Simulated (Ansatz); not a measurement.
System: BiS4.

```
Bi S
1.0
     4.63804    0.00000    0.00000
     0.00000    4.63804    0.00000
     0.00000    0.00000    4.63804
Bi S
1 4
Direct
  0.00000 0.00000 0.00000
  0.50000 0.50000 0.50000
  0.00000 0.50000 0.50000
  0.50000 0.00000 0.50000
  0.50000 0.50000 0.00000
```

Space group Pm-3m; a structure generated by program, which may or may not match a known phase; computed without spin polarisation.

These are results of Ansatz, DFT PBE, scalar-relativistic, plane waves, PAW, not measurements.

> What will maps of the valence pseudo-density and electron localisation function show?

S–S (2.32 Å): ρ is about 0.61 e/Å³ halfway; the ELF peaks at about 0.85 in the valence shell of S, 0.8 Å from its nucleus, and drops to about 0.65 between the two atoms.
Bi–S (3.28 Å): ρ is about 0.14 e/Å³ halfway; the ELF is about 0.25 at the midpoint; no localised pair shows between them.

> Does the calculation give a band gap?

It is metallic or semimetallic at this level of theory: no gap opens.

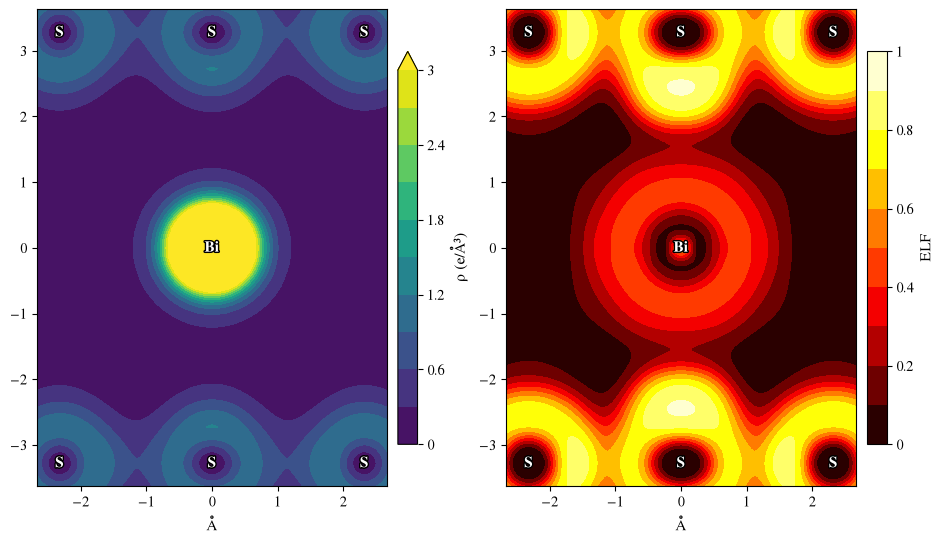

Computed valence pseudo-density and electron localisation function on the (110) plane of the conventional cell, in this order. 
